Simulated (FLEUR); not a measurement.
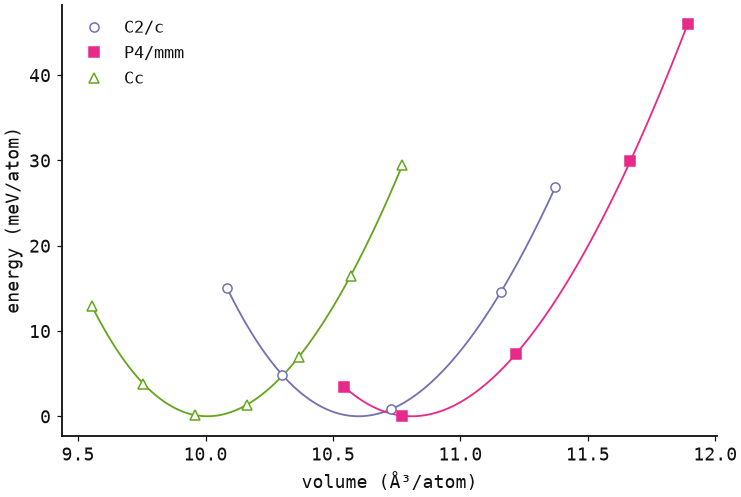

The picture above shows the energy against volume, with one curve for each structure, for CuO. Each energy curve has its own zero, so the curves don't rank the structures.

How it was computed, with FLEUR MaX-R8.1 (later development tree): all-electron LAPW DFT, no spin polarisation; energies at scaled volumes of the given cell, shape and fractions fixed, counted from the fit's minimum, third-order Birch-Murnaghan fit. Level: PBEsol.

- occupations: Fermi–Dirac
- smearing width: 0.05 eV
- potentials: all electron

Settings that differ: C2/c: k mesh 9×9×5; P4/mmm: k mesh 7×7×7; Cc: k mesh 10×10×5.

Order the curves by fitted equilibrium volume, smallest first.

Answer. Cc 10.007, C2/c 10.600, P4/mmm 10.809 Å³/atom.

Order the curves by fitted bulk modulus, smallest first.

Answer. P4/mmm 162.6, C2/c 174.7, Cc 185.2 GPa.

Note: shape and atomic fractions are frozen while scaling, which makes layered, chain and framework solids too stiff.
